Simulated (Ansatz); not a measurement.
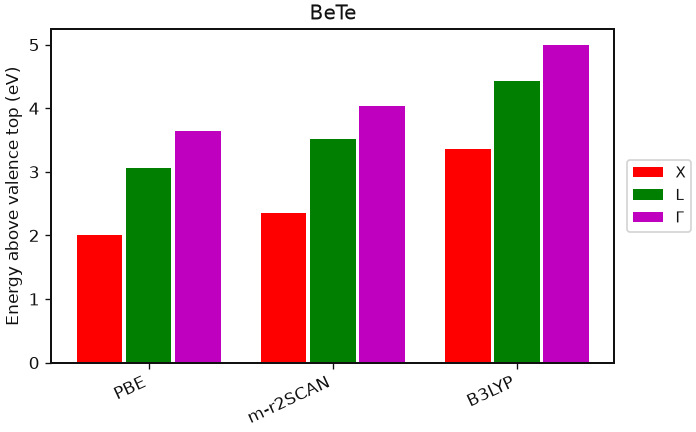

Lowest conduction level at each named k point, counted from the valence-band top at Γ, by several methods on one cell of zincblende BeTe, space group F-43m, 2 atoms in the primitive cell, volume scaled by a factor 1.06; cubic a = 5.649 Å. All runs are without spin-orbit coupling and carry no moments.

Does B3LYP shift these levels rigidly from PBE?

Answer. The shifts are +1.35 eV at X, +1.37 eV at L and +1.35 eV at Γ, and at points that aren't plotted +1.42 eV (W): over the named points that both runs hold, a spread of 0.07 eV on a mean of 1.37 eV, so one shift describes them well.

How do the methods rank at X?

Answer. From low to high: PBE 2.01, m-r2SCAN 2.36, B3LYP 3.36 eV.

Do the methods agree on which of these conduction levels is lowest?

Answer. Yes: all put it at X.

| method | program | X (eV) | L (eV) | Γ (eV) |
| --- | --- | --- | --- | --- |
| PBE | Ansatz | 2.01 | 3.06 | 3.64 |
| m-r2SCAN | Ansatz | 2.36 | 3.52 | 4.04 |
| B3LYP | Ansatz | 3.36 | 4.43 | 4.99 |

Settings. PBE: Ansatz PAW, 8×8×8 k mesh, 420 eV cutoff, Fermi-Dirac smearing of 0.05 eV (Ansatz 0.2.0). m-r2SCAN: Ansatz PAW, 8×8×8 k mesh, 500 eV cutoff, Fermi-Dirac smearing of 0.05 eV (Ansatz 0.2.0). B3LYP: Ansatz PAW, 4×4×4 k mesh, 420 eV cutoff, Fermi-Dirac smearing of 0.05 eV (Ansatz 0.2.0).

These are three of the 14 methods that were run on this cell. Spin-orbit coupling is left out, which matters for Te. m-r2SCAN and B3LYP: the PAW data sets were made with another functional. LDA, GGA and most meta-GGA functionals understate gaps. B3LYP: the k mesh is coarse, so the values aren't converged, least of all with exact exchange.
